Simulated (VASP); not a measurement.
## WC: geometry relaxation (part 1 of 3)

- system: WC (P-6m2, 2 atoms in the cell)
- method: Kohn-Sham DFT of a periodic cell, PBE, VASP PAW PBE potentials, recommended, no spin polarisation (VASP 6.6.1)

The structure derives from an entry of the Crystallography Open Database.

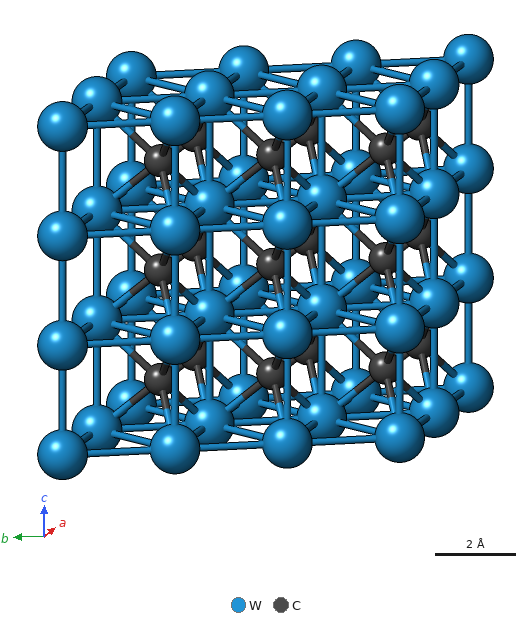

The input geometry (ball-and-stick view of the cell of the calculation, repeated 2 × 3 × 3, seen at an oblique angle). An atom can appear more than once, as a periodic image. Near neighbours in the periodic cell (some may lie outside the picture): W has 6 C at 2.20 Å and 8 W at 2.84 to 2.91 Å; C has 6 W at 2.20 Å.

## Key numbers

| quantity | value |
| --- | --- |
| outcome | converged |
| space group (tolerance 0.01 Å) | P-6m2 (187) |
| electrons treated | 18 |
| free energy | −22.2094 eV |
| gap on the k-point mesh | none (metallic) |
| pressure | 0.01 GPa |
| final volume | 21.33 Å³ |
| largest force (length of the vector) at the end | under 0.001 eV/Å |
| final cell | a = 2.948 Å, b = 2.948 Å, c = 2.835 Å, α = 90.00°, β = 90.00°, γ = 120.00° |
| hardware | 1 thread of AMD EPYC (Zen 3), 1656 GiB of memory available, shared host |
| wall time | 22 s |
| peak memory | 0.12 GiB |

## Notes

Spin–orbit coupling is left out, which matters for W. The k-point mesh is coarse for a cell of this size, so the results may not be converged.

## INCAR
```
SYSTEM = WC
PREC = Accurate ; ENCUT = 520
EDIFF = 1E-7 ; ISMEAR = 0
SIGMA = 0.1 ; LREAL = .False.
LASPH = .True. ; NELM = 80
ALGO = Fast ; ISIF = 3
LWAVE = .False. ; LCHARG = .False.
GGA = PE ; IBRION = 2
NSW = 80 ; EDIFFG = -0.002
```

## KPOINTS
```
Automatic mesh
0
Gamma
  3 3 4
  0 0 0
```

## POSCAR
```
WC
1.0
    2.9065000000      0.0000000000      0.0000000000
   -1.4532500000      2.5171028400      0.0000000000
    0.0000000000      0.0000000000      2.8366000000
W C
1 1
Direct
    0.0000000000      0.0000000000      0.0000000000
    0.6666666700      0.3333333300      0.5000000000
```

Launch command:
```bash
cat potpaw_PBE.64/W_sv/POTCAR potpaw_PBE.64/C/POTCAR > POTCAR
mpirun -np 1 vasp_std > vasp.out
```

## OSZICAR
```
N       E                     dE             d eps       ncg     rms          rms(c)
DAV:   1     0.110205573545E+03    0.11021E+03   -0.99656E+03   234   0.154E+03
DAV:   2    -0.219011995076E+02   -0.13211E+03   -0.12948E+03   284   0.377E+02
DAV:   3    -0.252555956214E+02   -0.33544E+01   -0.33314E+01   272   0.574E+01
DAV:   4    -0.252859165678E+02   -0.30321E-01   -0.30264E-01   279   0.583E+00
DAV:   5    -0.252862691246E+02   -0.35256E-03   -0.35254E-03   264   0.594E-01    0.322E+01
RMM:   6    -0.222332246066E+02    0.30530E+01   -0.73451E+00   251   0.205E+01    0.921E+00
RMM:   7    -0.222051645235E+02    0.28060E-01   -0.58529E-01   246   0.621E+00    0.576E+00
RMM:   8    -0.221881208345E+02    0.17044E-01   -0.10871E-01   240   0.244E+00    0.688E-01
RMM:   9    -0.221875934693E+02    0.52737E-03   -0.26809E-02   249   0.111E+00    0.183E-01
RMM:  10    -0.221872167650E+02    0.37670E-03   -0.32097E-03   247   0.552E-01    0.114E-01
RMM:  11    -0.221872072228E+02    0.95423E-05   -0.60191E-04   248   0.207E-01    0.215E-02
RMM:  12    -0.221872143529E+02   -0.71302E-05   -0.10603E-04   244   0.103E-01    0.232E-02
RMM:  13    -0.221872151059E+02   -0.75295E-06   -0.18992E-05   242   0.457E-02    0.374E-03
RMM:  14    -0.221872152042E+02   -0.98286E-07   -0.36277E-06   238   0.222E-02    0.269E-03
RMM:  15    -0.221872154032E+02   -0.19902E-06   -0.80051E-07   206   0.980E-03    0.724E-04
RMM:  16    -0.221872154205E+02   -0.17293E-07   -0.24251E-07   160   0.495E-03
   1 F= -.22187215E+02 E0= -.22182545E+02  d E =-.221872E+02
       N       E                     dE             d eps       ncg     rms          rms(c)
DAV:   1    -0.235807035673E+02   -0.13935E+01   -0.35781E+01   249   0.895E+01    0.147E+01
RMM:   2    -0.223200389480E+02    0.12607E+01   -0.28866E+00   239   0.170E+01    0.346E+00
RMM:   3    -0.221127968203E+02    0.20724E+00   -0.40000E-01   249   0.606E+00    0.148E+00
RMM:   4    -0.220822093174E+02    0.30588E-01   -0.29054E-01   241   0.501E+00    0.132E+00
RMM:   5    -0.220865292951E+02   -0.43200E-02   -0.32175E-02   250   0.182E+00    0.396E-01
RMM:   6    -0.220855703923E+02    0.95890E-03   -0.69872E-03   259   0.913E-01    0.593E-02
RMM:   7    -0.220857598873E+02   -0.18950E-03   -0.20201E-03   252   0.446E-01    0.240E-02
RMM:   8    -0.220857801807E+02   -0.20293E-04   -0.19247E-04   254   0.149E-01    0.249E-02
RMM:   9    -0.220857750674E+02    0.51133E-05   -0.55168E-05   244   0.827E-02    0.111E-02
RMM:  10    -0.220857743450E+02    0.72239E-06   -0.15184E-05   265   0.417E-02    0.280E-03
RMM:  11    -0.220857745078E+02   -0.16277E-06   -0.11423E-06   194   0.851E-03    0.252E-03
RMM:  12    -0.220857745059E+02    0.18963E-08   -0.38398E-07   196   0.504E-03
   2 F= -.22085775E+02 E0= -.22082178E+02  d E =0.101441E+00
       N       E                     dE             d eps       ncg     rms          rms(c)
DAV:   1    -0.229058870116E+02   -0.82011E+00   -0.17097E+01   249   0.582E+01    0.118E+01
RMM:   2    -0.223112365161E+02    0.59465E+00   -0.11128E+00   246   0.111E+01    0.262E+00
RMM:   3    -0.222148259340E+02    0.96411E-01   -0.23884E-01   245   0.496E+00    0.104E+00
RMM:   4    -0.222047795883E+02    0.10046E-01   -0.74735E-02   239   0.283E+00    0.114E+00
RMM:   5    -0.222060949615E+02   -0.13154E-02   -0.11957E-02   258   0.126E+00    0.930E-02
RMM:   6    -0.222062457277E+02   -0.15077E-03   -0.36352E-03   247   0.631E-01    0.219E-02
RMM:   7    -0.222062983421E+02   -0.52614E-04   -0.53225E-04   253   0.245E-01    0.184E-02
RMM:   8    -0.222063078740E+02   -0.95318E-05   -0.72447E-05   245   0.856E-02    0.126E-02
RMM:   9    -0.222063048609E+02    0.30131E-05   -0.14865E-05   255   0.393E-02    0.474E-03
RMM:  10    -0.222063051007E+02   -0.23980E-06   -0.26280E-06   218   0.162E-02    0.803E-04
RMM:  11    -0.222063052117E+02   -0.11105E-06   -0.60116E-07   180   0.680E-03    0.550E-04
RMM:  12    -0.222063052520E+02   -0.40254E-07   -0.56331E-08   144   0.279E-03
   3 F= -.22206305E+02 E0= -.22201668E+02  d E =-.190898E-01
       N       E                     dE             d eps       ncg     rms          rms(c)
DAV:   1    -0.222063870741E+02   -0.81862E-04   -0.17018E-03   264   0.603E-01    0.117E-01
RMM:   2    -0.222063277545E+02    0.59320E-04   -0.11138E-04   241   0.109E-01    0.266E-02
RMM:   3    -0.222063192703E+02    0.84842E-05   -0.23802E-05   245   0.482E-02    0.873E-03
RMM:   4    -0.222063188319E+02    0.43842E-06   -0.77218E-06   238   0.280E-02    0.104E-02
RMM:   5    -0.222063195122E+02   -0.68038E-06   -0.13314E-06   232   0.124E-02    0.996E-04
RMM:   6    -0.222063195470E+02   -0.34706E-07   -0.31746E-07   171   0.583E-03
   4 F= -.22206320E+02 E0= -.22201678E+02  d E =-.191041E-01
       N       E                     dE             d eps       ncg     rms          rms(c)
DAV:   1    -0.222247568809E+02   -0.18437E-01   -0.58041E-01   252   0.906E+00    0.611E-01
RMM:   2    -0.222134077440E+02    0.11349E-01   -0.16216E-02   239   0.124E+00    0.329E-01
RMM:   3    -0.222092923521E+02    0.41154E-02   -0.98793E-03   237   0.862E-01    0.959E-02
RMM:   4    -0.222093505879E+02   -0.58236E-04   -0.80290E-04   238   0.300E-01    0.548E-02
RMM:   5    -0.222093533119E+02   -0.27240E-05   -0.11009E-04   245   0.120E-01    0.710E-03
RMM:   6    -0.222093551296E+02   -0.18177E-05   -0.29886E-05   244   0.516E-02    0.401E-03
RMM:   7    -0.222093554618E+02   -0.33212E-06   -0.36433E-06   230   0.212E-02    0.145E-03
RMM:   8    -0.222093555648E+02   -0.10304E-06   -0.11604E-06   189   0.104E-02    0.263E-04
RMM:   9    -0.222093555871E+02   -0.22273E-07   -0.17910E-07   155   0.458E-03
   5 F= -.22209356E+02 E0= -.22206580E+02  d E =-.303604E-02
       N       E                     dE             d eps       ncg     rms          rms(c)
DAV:   1    -0.222094706210E+02   -0.11506E-03   -0.32036E-03   267   0.671E-01    0.467E-02
RMM:   2    -0.222094042680E+02    0.66353E-04   -0.85806E-05   238   0.901E-02    0.249E-02
RMM:   3    -0.222093814287E+02    0.22839E-04   -0.58466E-05   238   0.644E-02    0.723E-03
RMM:   4    -0.222093819878E+02   -0.55909E-06   -0.62829E-06   240   0.230E-02    0.415E-03
RMM:   5    -0.222093820447E+02   -0.56893E-07   -0.65280E-07   196   0.930E-03
   6 F= -.22209382E+02 E0= -.22206506E+02  d E =-.306250E-02
       N       E                     dE             d eps       ncg     rms          rms(c)
DAV:   1    -0.222099861961E+02   -0.60421E-03   -0.15985E-02   244   0.185E+00    0.362E-01
RMM:   2    -0.222094284752E+02    0.55772E-03   -0.10496E-03   243   0.338E-01    0.806E-02
RMM:   3    -0.222093461779E+02    0.82297E-04   -0.20373E-04   246   0.145E-01    0.268E-02
RMM:   4    -0.222093379090E+02    0.82689E-05   -0.70539E-05   238   0.862E-02    0.317E-02
RMM:   5    -0.222093408954E+02   -0.29864E-05   -0.10949E-05   255   0.369E-02    0.365E-03
RMM:   6    -0.222093409225E+02   -0.27087E-07   -0.29074E-06   245   0.177E-02    0.785E-04
RMM:   7    -0.222093408733E+02    0.49259E-07   -0.36667E-07   173   0.697E-03
   7 F= -.22209341E+02 E0= -.22206460E+02  d E =0.411715E-04
       N       E                     dE             d eps       ncg     rms          rms(c)
DAV:   1    -0.222096898276E+02   -0.34891E-03   -0.72259E-03   249   0.125E+00    0.243E-01
RMM:   2    -0.222094392898E+02    0.25054E-03   -0.47595E-04   242   0.227E-01    0.542E-02
RMM:   3    -0.222094004345E+02    0.38855E-04   -0.92114E-05   246   0.971E-02    0.179E-02
RMM:   4    -0.222093949854E+02    0.54491E-05   -0.31874E-05   238   0.578E-02    0.211E-02
RMM:   5    -0.222093945496E+02    0.43587E-06   -0.49849E-06   253   0.248E-02    0.232E-03
RMM:   6    -0.222093944680E+02    0.81555E-07   -0.12928E-06   236   0.118E-02    0.512E-04
RMM:   7    -0.222093945472E+02   -0.79141E-07   -0.16082E-07   152   0.460E-03
   8 F= -.22209395E+02 E0= -.22206517E+02  d E =-.125024E-04
```

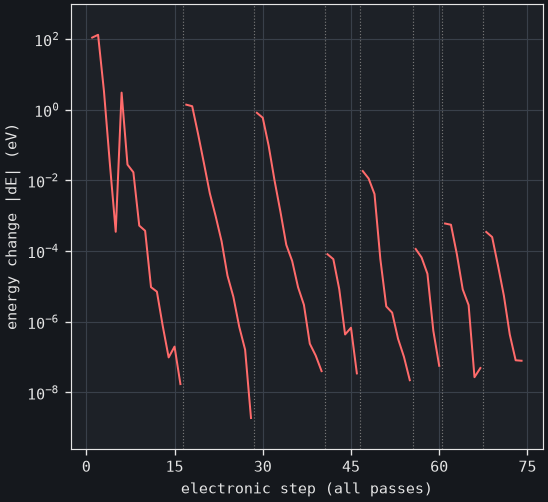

Convergence of the self-consistent field: energy change |dE| against the electronic step. Each stretch between dotted lines is the SCF of one geometry step of a relaxation. The 8 ionic steps take 5 to 16 electronic steps each. The density is held fixed in the first few steps, and dE rises again when its update begins.

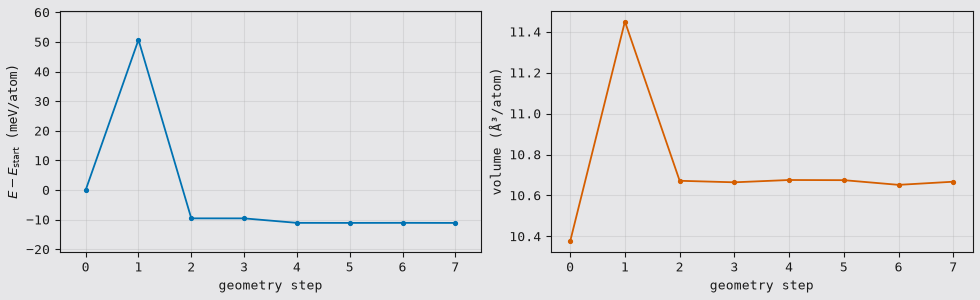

Progress of the relaxation, step by step (steps are counted from 0).

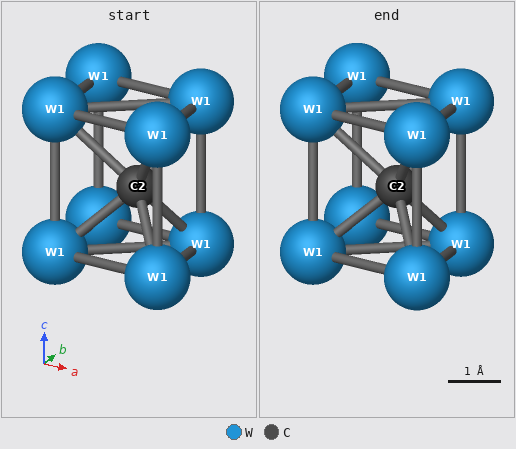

Before (left) and after (right) the relaxation, at one scale (ball-and-stick view of the cell of the calculation, seen slightly off an axis). The atoms keep their places relative to the cell (all moves are under 0.005 Å). The volume changes by +2.8 %, with a 2.906 → 2.948 Å (+1.4 %), b 2.907 → 2.948 Å (+1.4 %), c 2.837 → 2.835 Å (−0.1 %). Among the contacts that change: W1–W1 2.907 → 2.948 Å, W1–C2 2.197 → 2.215 Å. The space group stays P-6m2 (No. 187). Over 7 geometry steps the energy falls by 11.1 meV per atom. All forces vanish by symmetry, so only the cell relaxes. (Atoms are counted from 1 in the order of the input.)

## Parts of OUTCAR
```
SYSTEM = WC
   PREC = Accurate
   ENCUT = 520
   EDIFF = 1E-7
   ISMEAR = 0
   LREAL = .False.
   LASPH = .True.
   NELM = 80
   ISIF = 3
   GGA = PE
   IBRION = 2
   NSW = 80
   EDIFFG = -0.002

 ion  position               nearest neighbor table
   1  0.000  0.000  0.000-   2 2.20   2 2.20   2 2.20   2 2.20   2 2.20   2 2.20
   2  0.667  0.333  0.500-   1 2.20   1 2.20   1 2.20   1 2.20   1 2.20   1 2.20

  LATTYP: Found a hexagonal cell.
 ALAT       =     2.9065000000
 C/A-ratio  =     0.9759504559

  Lattice vectors:

 A1 = (   2.9065000000,   0.0000000000,   0.0000000000)
 A2 = (  -1.4532500000,   2.5171028400,   0.0000000000)
 A3 = (   0.0000000000,   0.0000000000,   2.8366000000)

Analysis of symmetry for initial positions (statically):
=====================================================================
 Subroutine PRICEL returns:
 Original cell was already a primitive cell.

 Routine SETGRP: Setting up the symmetry group for a
 hexagonal supercell.

 Subroutine GETGRP returns: Found 12 space group operations
 (whereof 12 operations were pure point group operations)
 out of a pool of 24 trial point group operations.

The static configuration has the point symmetry D_3h.

Analysis of symmetry for dynamics (positions and initial velocities):
=====================================================================
 Subroutine PRICEL returns:
 Original cell was already a primitive cell.

 Routine SETGRP: Setting up the symmetry group for a
 hexagonal supercell.

 Subroutine GETGRP returns: Found 12 space group operations
 (whereof 12 operations were pure point group operations)
 out of a pool of 24 trial point group operations.

The dynamic configuration has the point symmetry D_3h.

 Subroutine INISYM returns: Found 12 space group operations
 (whereof 12 operations are pure point group operations),
 and found     1 'primitive' translations

----------------------------------------------------------------------------------------

                                     Primitive cell

  volume of cell :      20.7525

  direct lattice vectors                    reciprocal lattice vectors
     2.906500000  0.000000000  0.000000000     0.344056425  0.198641069  0.000000000
    -1.453250000  2.517102840  0.000000000     0.000000000  0.397282139  0.000000000
     0.000000000  0.000000000  2.836600000     0.000000000  0.000000000  0.352534725

  length of vectors
     2.906500000  2.906500003  2.836600000     0.397282139  0.397282139  0.352534725

  position of ions in fractional coordinates (direct lattice)
     0.000000000  0.000000000  0.000000000
     0.666666670  0.333333330  0.500000000

  ion indices of the primitive-cell ions
   primitive index   ion index
                 1           1
                 2           2

----------------------------------------------------------------------------------------

 KPOINTS: Automatic mesh
```
